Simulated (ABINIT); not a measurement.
# CdO: geometry relaxation (part 2 of 2)

The same run, continued: CdO (Fm-3m, 2 atoms in the cell); Kohn-Sham DFT of a periodic cell, PBEsol, PseudoDojo NC SR PBEsol v0.4.1 standard, no spin polarisation (ABINIT 10.8.3); cutoff 1387.78 eV, 8×8×8 k-mesh, fermi-dirac of 0.05 eV. The structure derives from an entry of the Crystallography Open Database.

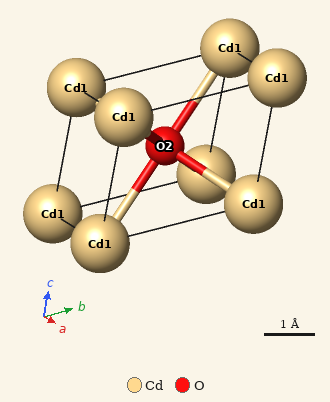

The geometry at step 1 of the log (ball-and-stick view of the cell of the calculation, seen slightly off an axis; atoms are numbered from 1 in the order of the input).

## The program's output, continued
```
--- !ResultsGS
iteration_state: {dtset: 1, itime: 2, icycle: 1, }
comment   : Summary of ground state results
lattice_vectors:
- [  0.0000000,   4.4367363,   4.4367363, ]
- [  4.4367363,   0.0000000,   4.4367363, ]
- [  4.4367363,   4.4367363,   0.0000000, ]
lattice_lengths: [   6.27449,    6.27449,    6.27449, ]
lattice_angles: [ 60.000,  60.000,  60.000, ] # degrees, (23, 13, 12)
lattice_volume:   1.7467102E+02
convergence: {deltae: -1.450E-12, res2:  2.853E-14, residm:  1.023E-06, diffor: null, }
etotal    :  -1.91689377E+02
entropy   :   0.00000000E+00
fermie    :   3.03013935E-01
cartesian_stress_tensor: # hartree/bohr^3
- [  1.34975637E-05,   0.00000000E+00,   0.00000000E+00, ]
- [  0.00000000E+00,   1.34975637E-05,   0.00000000E+00, ]
- [  0.00000000E+00,   0.00000000E+00,   1.34975637E-05, ]
pressure_GPa:  -3.9711E-01
xred      :
- [  0.0000E+00,   0.0000E+00,   0.0000E+00, Cd]
- [  5.0000E-01,   5.0000E-01,   5.0000E-01,  O]
cartesian_forces: # hartree/bohr
- [ -0.00000000E+00,  -0.00000000E+00,  -0.00000000E+00, ]
- [ -0.00000000E+00,  -0.00000000E+00,  -0.00000000E+00, ]
force_length_stats: {min:   0.00000000E+00, max:   0.00000000E+00, mean:   0.00000000E+00, }
...

 Integrated electronic density in atomic spheres:
 ------------------------------------------------
 Atom  Sphere_radius  Integrated_density
    1        2.00000         17.16929453
    2        2.00000          6.06071565

---OUTPUT-----------------------------------------------------------------------

 Cartesian coordinates (xcart) [bohr]
  0.00000000000000E+00  0.00000000000000E+00  0.00000000000000E+00
  4.43673629891081E+00  4.43673629891081E+00  4.43673629891081E+00
 Reduced coordinates (xred)
  0.00000000000000E+00  0.00000000000000E+00  0.00000000000000E+00
  5.00000000000000E-01  5.00000000000000E-01  5.00000000000000E-01
 Cartesian forces (fcart) [Ha/bohr]; max,rms= 0.00000E+00 0.00000E+00 (free atoms)
 -0.00000000000000E+00 -0.00000000000000E+00 -0.00000000000000E+00
 -0.00000000000000E+00 -0.00000000000000E+00 -0.00000000000000E+00
 Gradient of E wrt nuclear positions in reduced coordinates (gred)
  0.00000000000000E+00  0.00000000000000E+00  0.00000000000000E+00
  0.00000000000000E+00  0.00000000000000E+00  0.00000000000000E+00
 Scale of Primitive Cell (acell) [bohr]
  6.27449264659267E+00  6.27449264659267E+00  6.27449264659267E+00
 Real space primitive translations (rprimd) [bohr]
  0.00000000000000E+00  4.43673629891081E+00  4.43673629891081E+00
  4.43673629891081E+00  0.00000000000000E+00  4.43673629891081E+00
  4.43673629891081E+00  4.43673629891081E+00  0.00000000000000E+00
 Unitary Cell Volume (ucvol) [Bohr^3]=  1.74671015906202E+02
 Angles (23,13,12)= [degrees]
  6.00000000000000E+01  6.00000000000000E+01  6.00000000000000E+01
 Lengths [Bohr]
  6.27449264659267E+00  6.27449264659267E+00  6.27449264659267E+00
 Stress tensor in cartesian coordinates (strten) [Ha/bohr^3]
  1.34975636932565E-05  0.00000000000000E+00  0.00000000000000E+00
  0.00000000000000E+00  1.34975636932495E-05  0.00000000000000E+00
  0.00000000000000E+00  0.00000000000000E+00  1.34975636932530E-05
 Total energy (etotal) [Ha]= -1.91689377206787E+02

 Difference of energy with previous step (new-old):
           Absolute (Ha)=-6.99717E-06
           Relative     =-3.65027E-08

--- Iteration: ( 3/50) Internal Cycle: (1/1)
--------------------------------------------------------------------------------

---SELF-CONSISTENT-FIELD CONVERGENCE--------------------------------------------

--- !BeginCycle
iteration_state: {dtset: 1, itime: 3, icycle: 1, }
solver: {iscf: 7, nstep: 80, nline: 4, wfoptalg: 0, }
tolerances: {tolvrs: 1.00E-12, }
...

     iter   Etot(hartree)      deltaE(h)  residm     vres2
 ETOT  1  -191.68906107463    -1.917E+02 4.319E-04 3.699E+00
 ETOT  2  -191.68922104241    -1.600E-04 1.471E-05 1.156E+00
 ETOT  3  -191.68937223179    -1.512E-04 6.180E-06 8.216E-02
 ETOT  4  -191.68937776378    -5.532E-06 4.728E-07 1.870E-02
 ETOT  5  -191.68938046517    -2.701E-06 7.328E-08 5.098E-05
 ETOT  6  -191.68938046886    -3.685E-09 8.907E-08 1.290E-06
 ETOT  7  -191.68938046895    -9.072E-11 1.674E-08 2.274E-09
 ETOT  8  -191.68938046897    -2.026E-11 6.727E-08 3.233E-11
 ETOT  9  -191.68938046897    -5.514E-12 1.295E-08 3.841E-14

 At SCF step    9       vres2   =  3.84E-14 < tolvrs=  1.00E-12 =>converged.

 Cartesian components of stress tensor (hartree/bohr^3)
  sigma(1 1)= -1.71893143E-07  sigma(3 2)=  0.00000000E+00
  sigma(2 2)= -1.71893143E-07  sigma(3 1)=  0.00000000E+00
  sigma(3 3)= -1.71893143E-07  sigma(2 1)=  0.00000000E+00

--- !ResultsGS
iteration_state: {dtset: 1, itime: 3, icycle: 1, }
comment   : Summary of ground state results
lattice_vectors:
- [  0.0000000,   4.4326123,   4.4326123, ]
- [  4.4326123,   0.0000000,   4.4326123, ]
- [  4.4326123,   4.4326123,   0.0000000, ]
lattice_lengths: [   6.26866,    6.26866,    6.26866, ]
lattice_angles: [ 60.000,  60.000,  60.000, ] # degrees, (23, 13, 12)
lattice_volume:   1.7418439E+02
convergence: {deltae: -5.514E-12, res2:  3.841E-14, residm:  1.295E-08, diffor: null, }
etotal    :  -1.91689380E+02
entropy   :   0.00000000E+00
fermie    :   3.04621792E-01
cartesian_stress_tensor: # hartree/bohr^3
- [ -1.71893143E-07,   0.00000000E+00,   0.00000000E+00, ]
- [  0.00000000E+00,  -1.71893143E-07,   0.00000000E+00, ]
- [  0.00000000E+00,   0.00000000E+00,  -1.71893143E-07, ]
pressure_GPa:   5.0573E-03
xred      :
- [  0.0000E+00,   0.0000E+00,   0.0000E+00, Cd]
- [  5.0000E-01,   5.0000E-01,   5.0000E-01,  O]
cartesian_forces: # hartree/bohr
- [ -0.00000000E+00,  -0.00000000E+00,  -0.00000000E+00, ]
- [ -0.00000000E+00,  -0.00000000E+00,  -0.00000000E+00, ]
force_length_stats: {min:   0.00000000E+00, max:   0.00000000E+00, mean:   0.00000000E+00, }
...

 Integrated electronic density in atomic spheres:
 ------------------------------------------------
 Atom  Sphere_radius  Integrated_density
    1        2.00000         17.16446998
    2        2.00000          6.05933636

---OUTPUT-----------------------------------------------------------------------

 Cartesian coordinates (xcart) [bohr]
  0.00000000000000E+00  0.00000000000000E+00  0.00000000000000E+00
  4.43261226068785E+00  4.43261226068785E+00  4.43261226068785E+00
 Reduced coordinates (xred)
  0.00000000000000E+00  0.00000000000000E+00  0.00000000000000E+00
  5.00000000000000E-01  5.00000000000000E-01  5.00000000000000E-01
 Cartesian forces (fcart) [Ha/bohr]; max,rms= 0.00000E+00 0.00000E+00 (free atoms)
 -0.00000000000000E+00 -0.00000000000000E+00 -0.00000000000000E+00
 -0.00000000000000E+00 -0.00000000000000E+00 -0.00000000000000E+00
 Gradient of E wrt nuclear positions in reduced coordinates (gred)
  0.00000000000000E+00  0.00000000000000E+00  0.00000000000000E+00
  0.00000000000000E+00  0.00000000000000E+00  0.00000000000000E+00
 Scale of Primitive Cell (acell) [bohr]
  6.26866037580602E+00  6.26866037580602E+00  6.26866037580602E+00
 Real space primitive translations (rprimd) [bohr]
  0.00000000000000E+00  4.43261226068785E+00  4.43261226068785E+00
  4.43261226068785E+00  0.00000000000000E+00  4.43261226068785E+00
  4.43261226068785E+00  4.43261226068785E+00  0.00000000000000E+00
 Unitary Cell Volume (ucvol) [Bohr^3]=  1.74184387543708E+02
 Angles (23,13,12)= [degrees]
  6.00000000000000E+01  6.00000000000000E+01  6.00000000000000E+01
 Lengths [Bohr]
  6.26866037580602E+00  6.26866037580602E+00  6.26866037580602E+00
 Stress tensor in cartesian coordinates (strten) [Ha/bohr^3]
 -1.71893142737051E-07  0.00000000000000E+00  0.00000000000000E+00
  0.00000000000000E+00 -1.71893142737051E-07  0.00000000000000E+00
  0.00000000000000E+00  0.00000000000000E+00 -1.71893142743990E-07
 Total energy (etotal) [Ha]= -1.91689380468972E+02

 Difference of energy with previous step (new-old):
           Absolute (Ha)=-3.26219E-06
           Relative     =-1.70181E-08

 At Broyd/MD step   3, gradients are converged :
  max grad (force/stress) = 1.7189E-05 < tolmxf= 2.0000E-05 ha/bohr (free atoms)

================================================================================

 ----iterations are completed or convergence reached----

 Mean square residual over all n,k,spin=   37.494E-12; max=  12.947E-09
 reduced coordinates (array xred) for    2 atoms
       0.000000000000      0.000000000000      0.000000000000
       0.500000000000      0.500000000000      0.500000000000
 rms dE/dt=  0.0000E+00; max dE/dt=  0.0000E+00; dE/dt below (all hartree)
    1       0.000000000000      0.000000000000      0.000000000000
    2       0.000000000000      0.000000000000      0.000000000000

 cartesian coordinates (angstrom) at end:
    1      0.00000000000000     0.00000000000000     0.00000000000000
    2      2.34563739153393     2.34563739153393     2.34563739153393

 cartesian forces (hartree/bohr) at end:
    1     -0.00000000000000    -0.00000000000000    -0.00000000000000
    2     -0.00000000000000    -0.00000000000000    -0.00000000000000
 frms,max,avg= 0.0000000E+00 0.0000000E+00   0.000E+00  0.000E+00  0.000E+00 h/b

 cartesian forces (eV/Angstrom) at end:
    1     -0.00000000000000    -0.00000000000000    -0.00000000000000
    2     -0.00000000000000    -0.00000000000000    -0.00000000000000
 frms,max,avg= 0.0000000E+00 0.0000000E+00   0.000E+00  0.000E+00  0.000E+00 e/A
 length scales=  6.268660375806  6.268660375806  6.268660375806 bohr
              =  3.317232211517  3.317232211517  3.317232211517 angstroms
 Fermi (or HOMO) energy (hartree) =   0.30462   Average Vxc (hartree)=  -0.45393
 Eigenvalues (hartree) for nkpt=  29  k points:
 kpt#   1, nband= 17, wtk=  0.00195, kpt=  0.0000  0.0000  0.0000 (reduced coord)
  -3.38704   -1.95794   -1.95794   -1.95794   -0.33694    0.05457    0.05457    0.05457
   0.06582    0.06582    0.24777    0.24777    0.24777    0.28151    0.82964    0.92164
   0.92164
      occupation numbers for kpt#   1
   2.00000    2.00000    2.00000    2.00000    2.00000    2.00000    2.00000    2.00000
   2.00000    2.00000    2.00000    2.00000    2.00000    1.99999    0.00000    0.00000
   0.00000
 prteigrs : prtvol=0 or 1, do not print more k-points.

--- !EnergyTerms
iteration_state     : {dtset: 1, itime: 3, icycle: 1, }
comment             : Components of total free energy in Hartree
kinetic             :  7.25288544309925E+01
hartree             :  4.88511099155393E+01
xc                  : -2.82013953899133E+01
Ewald energy        : -1.27494557595605E+02
psp_core            :  4.40284098012609E+00
local_psp           : -1.63260327639025E+02
non_local_psp       :  1.48412880034190E+00
internal            : -1.91689346497543E+02
'-kT*entropy'       : -3.39714288970090E-05
total_energy        : -1.91689380468972E+02
total_energy_eV     : -5.21613377119401E+03
band_energy         : -1.72473822231992E+01
...

 Cartesian components of stress tensor (hartree/bohr^3)
  sigma(1 1)= -1.71893143E-07  sigma(3 2)=  0.00000000E+00
  sigma(2 2)= -1.71893143E-07  sigma(3 1)=  0.00000000E+00
  sigma(3 3)= -1.71893143E-07  sigma(2 1)=  0.00000000E+00

-Cartesian components of stress tensor (GPa)         [Pressure=  5.0573E-03 GPa]
- sigma(1 1)= -5.05727086E-03  sigma(3 2)=  0.00000000E+00
- sigma(2 2)= -5.05727086E-03  sigma(3 1)=  0.00000000E+00
- sigma(3 3)= -5.05727086E-03  sigma(2 1)=  0.00000000E+00

== END DATASET(S) ==============================================================
================================================================================

 -outvars: echo values of variables after computation  --------
            acell      6.2686603758E+00  6.2686603758E+00  6.2686603758E+00 Bohr
           etotal     -1.9168938047E+02
            fcart     -0.0000000000E+00 -0.0000000000E+00 -0.0000000000E+00
                      -0.0000000000E+00 -0.0000000000E+00 -0.0000000000E+00
            rprim      0.0000000000E+00  7.0710678119E-01  7.0710678119E-01
                       7.0710678119E-01  0.0000000000E+00  7.0710678119E-01
                       7.0710678119E-01  7.0710678119E-01  0.0000000000E+00
           strten     -1.7189314274E-07 -1.7189314274E-07 -1.7189314274E-07
                       0.0000000000E+00  0.0000000000E+00  0.0000000000E+00
           xangst      0.0000000000E+00  0.0000000000E+00  0.0000000000E+00
                       2.3456373915E+00  2.3456373915E+00  2.3456373915E+00
             xred      0.0000000000E+00  0.0000000000E+00  0.0000000000E+00
                       5.0000000000E-01  5.0000000000E-01  5.0000000000E-01
 Calculation completed.
```

## Trajectory as extended XYZ (Å, eV, eV/Å), 3 frames, from step=0 to step=2
```
2
Lattice="0.0000 2.3495 2.3495 2.3495 0.0000 2.3495 2.3495 2.3495 0.0000" Properties=species:S:1:pos:R:3:forces:R:3 step=0 energy=-5216.13349
Cd    0.0000    0.0000    0.0000    0.0000   0.0000   0.0000
O     2.3495    2.3495    2.3495    0.0000   0.0000   0.0000
2
Lattice="0.0000 2.3478 2.3478 2.3478 0.0000 2.3478 2.3478 2.3478 0.0000" Properties=species:S:1:pos:R:3:forces:R:3 step=1 energy=-5216.13368
Cd    0.0000    0.0000    0.0000    0.0000   0.0000   0.0000
O     2.3478    2.3478    2.3478    0.0000   0.0000   0.0000
2
Lattice="0.0000 2.3456 2.3456 2.3456 0.0000 2.3456 2.3456 2.3456 0.0000" Properties=species:S:1:pos:R:3:forces:R:3 step=2 energy=-5216.13377
Cd    0.0000    0.0000    0.0000    0.0000   0.0000   0.0000
O     2.3456    2.3456    2.3456    0.0000   0.0000   0.0000
```

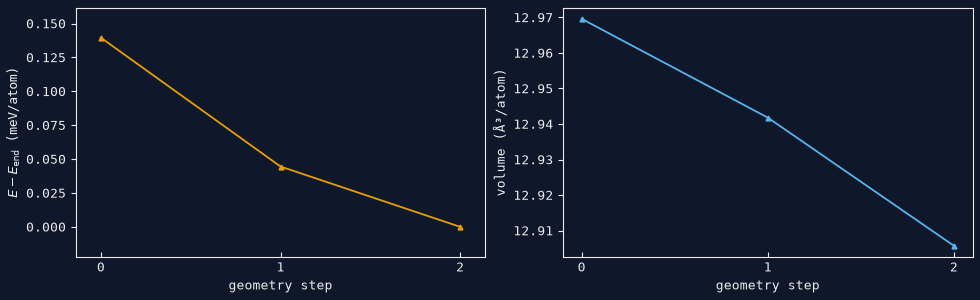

Progress of the relaxation, step by step (steps are counted from 0). The energy falls by 0.1 meV per atom in 2 geometry steps. All forces vanish by symmetry, so only the cell relaxes. No atom moves by more than 0.005 Å relative to the cell. 

The run was set up as follows.

## Input file
```
# Pseudopotentials
pp_dirpath "./"
pseudos "Cd.upf, O.upf"

# Structure
acell 3.3226947648 3.3226947648 3.3226947648 Angstrom
rprim
     0.0000000000     0.7071067812     0.7071067812
     0.7071067812     0.0000000000     0.7071067812
     0.7071067812     0.7071067812     0.0000000000
ntypat 2
znucl 48 8
natom 2
typat 1 2
chkprim 0
chksymtnons 0
tolsym 1.0e-6
xred
            0.0            0.0            0.0
            1/2            1/2            1/2

# Plane-wave basis
ecut 51.0
ecutsm 0.5

# k points
kptopt 1
ngkpt 8 8 8
nshiftk 1
shiftk 0.0 0.0 0.0

# Exchange and correlation
ixc -116133

# Bands and occupations
nband 17
occopt 3
tsmear 0.00183747

# SCF cycle
nstep 80
tolvrs 1.0e-12

# Output
iomode 3
prteig 0
prtebands 0
prtwf 0
prtden 0

# Relaxation
ionmov 2
optcell 2
ntime 50
tolmxf 2.0e-5
dilatmx 1.08
```

Launched with:
```bash
mpirun --bind-to none -np 4 abinit run.abi > log 2>&1
```

## Results in brief

- outcome: converged
- space group (tolerance 0.01 Å): Fm-3m (225)
- electrons treated: 26
- free energy: −5216.1338 eV
- Fermi energy: 8.289 eV
- gap on the k-point mesh: none (metallic)
- pressure: 0.01 GPa
- final volume: 25.81 Å³
- largest force (length of the vector) at the end: under 0.001 eV/Å
- final cell: a = 3.317 Å, b = 3.317 Å, c = 3.317 Å, α = 60.00°, β = 60.00°, γ = 60.00°
- hardware: 4 threads of Arm Neoverse V2, 24 GiB of memory available, shared host
- wall time: 51 s (CPU time 3.4 min)
- peak memory: 0.36 GiB
